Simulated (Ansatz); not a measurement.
Mg$_{3}$Sb$_{2}$: several calculations on one system

### Relaxation

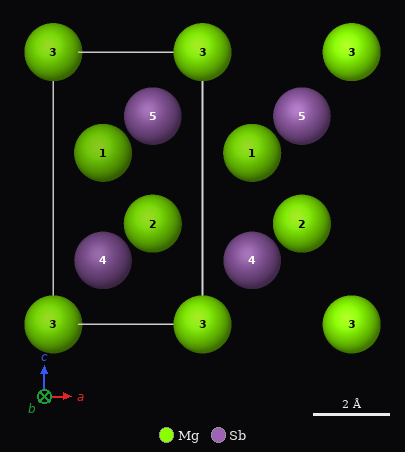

This is the input geometry for a relaxation of a crystal of Mg3Sb2 (set up in P-3m1). Style: spheres-only. Shown: the cell of the calculation, repeated 2 × 1 × 1 with one cell outlined, along the b axis.

Case: the database's cell, atoms relaxed.

The calculation used DFT r2SCAN, scalar-relativistic, plane waves, PAW in Ansatz.

Input
```yaml
crystal:
  lattice:
    - [4.582, 0.0, 0.0]
    - [-2.291, 3.9681284001, 0.0]
    - [0.0, 0.0, 7.244]
  atoms:
    - { symbol: Mg, position: [0.3333333333, 0.6666666667, 0.63] }
    - { symbol: Mg, position: [0.6666666667, 0.3333333333, 0.37] }
    - { symbol: Mg, position: [0.0, 0.0, 0.0] }
    - { symbol: Sb, position: [0.3333333333, 0.6666666667, 0.235] }
    - { symbol: Sb, position: [0.6666666667, 0.3333333333, 0.765] }
basis:
  ecutwfc: 500
kpoints:
  mp_grid: { grid: [6, 6, 4] }
hamiltonian:
  xc: r2scan
scf:
  occupations: { method: gaussian, width: 0.02 }
output:
  forces: true
  stress: true
  eigenvalues: true
relax:
  adjacent_minimum: "off"
  f_tol: 0.01
  max_steps: 40
```

Run as
```bash
ansatz run input.yaml --threads 1 --pin off --max-ram 2560MiB --backend cpu --events-out ev --progress --plain --runs-dir out
```

Q: Predict the outcome.

A: The largest moves, 0.044 Å, are those of Sb4 and Sb5. Sb5 goes along +c. Largest moves by element: Sb 0.044 Å, Mg 0.028 Å. The cell doesn't change. Some distances before and after: Mg1–Sb4 2.861 → 2.933 Å, Mg3–Sb4 3.146 → 3.122 Å, Mg1–Sb5 2.820 → 2.826 Å. The space group stays P-3m1 (No. 164). The energy falls by 3.9 meV per atom in 3 geometry steps. The largest force component goes from 0.34 to 0.0044 eV/Å. The run took 55 s on 1 thread of Arm Neoverse V1 (shared host), peak memory 0.72 GiB.

Step by step:

| step | E − E(0), meV/atom | largest force component, eV/Å |
| --- | --- | --- |
| 0 | 0.00 | 0.3382 |
| 1 | -0.70 | 0.3168 |
| 2 | -3.85 | 0.0194 |
| 3 | -3.87 | 0.0044 |

### Relaxation

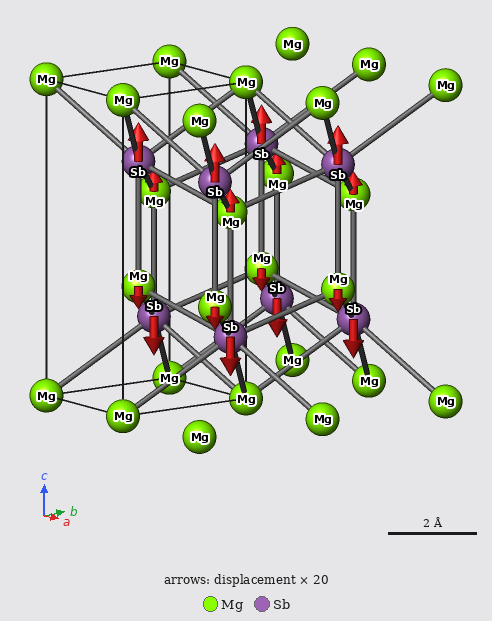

A relaxation of solid Mg₃Sb₂ (set up in P-3m1). The starting structure is drawn; red arrows show the displacements (the part carried along by the change of the cell is left out), 20 times their true length.

The picture is a ball-and-stick view of the cell of the calculation, repeated 2 × 2 × 1 with one cell outlined, seen slightly off an axis.

These are results of Ansatz 0.2.0, DFT r2SCAN, scalar-relativistic, plane waves, PAW, not measurements. Settings: plane-wave cutoff 500 eV; k-point mesh 6 × 6 × 4; occupations gaussian; smearing width 0.02 eV; no spin polarisation; cell and atoms relaxed; force threshold 0.005 eV/Å; at most 80 steps.

> What happened in the run?

The largest moves relative to the cell, 0.045 Å, are those of Sb atoms. Largest moves by element: Sb 0.045 Å, Mg 0.027 Å. The drawn cell changes as follows: a = b 4.582 → 4.569 Å (−0.3 %), c 7.244 → 7.240 Å (0.0 %); the volume changes by −0.6 %. Among the contacts that change: Mg–Sb 2.861 → 2.932 Å, Mg–Sb 3.146 → 3.115 Å. The space group stays P-3m1 (No. 164). After 4 accepted moves (5 points after the start) the energy has fallen by 4.0 meV per atom. Largest force component: 0.34 eV/Å at the start, 0.0014 eV/Å at the end. Pressure: 0.03 GPa at the start and 0.00 GPa at the end. The SCF was repeated once at an unchanged geometry on a basis and grid sized afresh for the cell, which shifted the energy by less than 0.05 meV per atom at most. The run took 80 s on 1 thread of Arm Neoverse V1, with other jobs on the host, peak memory 0.73 GiB.

### A change

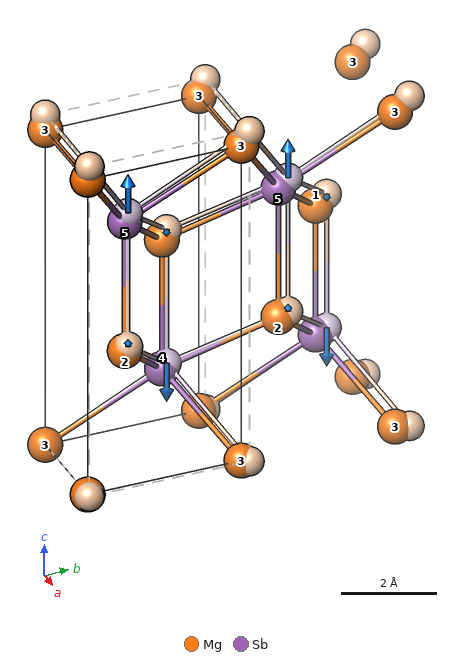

A crystal of Mg₃Sb₂ (set up in P-3m1), drawn pale, and a changed version of it, drawn solid. The blue arrows show how the atoms are displaced (without the part that the change of the cell carries along), magnified 20 times. Style: ball-and-stick. Shown: the cell of the calculation, repeated 1 × 2 × 1 with one cell outlined, slightly off an axis.

All numbers below come from DFT r2SCAN, scalar-relativistic, plane waves, PAW (Ansatz 0.2.0). Set-up: plane-wave cutoff 500 eV; k-point mesh 6 × 6 × 4; occupations gaussian; smearing width 0.02 eV; no spin polarisation.

Q: Describe the change and its computed effect.

A: The volume is changed by −12.0 %. The cell's shape and the atoms are relaxed at that volume. Energy change: +67.3 meV per atom. The pressure goes from 0.0 to 7.7 GPa. The drawn cell changes as follows: a = b 4.569 → 4.388 Å (−4.0 %), c 7.240 → 6.907 Å (−4.6 %); the volume changes by −12.0 %. The largest moves relative to the cell, 0.043 Å, are those of Sb4 and Sb5. Sb4 goes along −c. By element the largest moves are Sb 0.043 Å, Mg 0.009 Å. Near-neighbour distances before and after: Mg–Sb 3.115 → 2.963 Å, Mg–Sb 2.932 → 2.832 Å, Mg–Sb 2.820 → 2.725 Å. The space group stays P-3m1 (No. 164).
